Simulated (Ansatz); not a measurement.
Read the following structure.

```
CELL_PARAMETERS angstrom
2.53050 0.00000 0.00000
-1.26525 2.19148 0.00000
0.00000 0.00000 4.12986
ATOMIC_POSITIONS crystal
Cu 0.33333 0.66667 0.25000
Cu 0.66667 0.33333 0.75000
```

### Summarise the structure in words.

The element is copper. The atoms follow space group P6_3/mmc (No. 194); the Bravais lattice is primitive hexagonal. It adopts the structure known as hexagonal close-packed (Mg type). The cell holds two atoms. The neighbours of Cu are twelve Cu in an anticuboctahedral arrangement at 2.53 Å. The bonds build a three-dimensional framework.

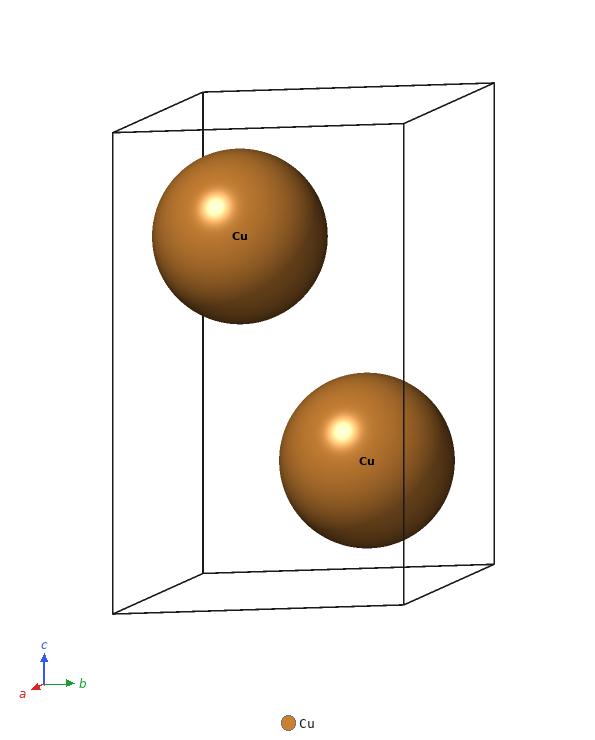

The image is a spheres-only drawing of a crystal, viewed slightly off an axis. Atoms at the boundary of the conventional unit cell (the box) are drawn once for each face, edge or corner they touch.

Provenance: a structure listed in the Materials Project. Earlier steps of the study, as a rule a relaxation of our own, may have changed the cell and positions, so they can lie some per cent off the listed ones. It was run through Ansatz as a DFT input.
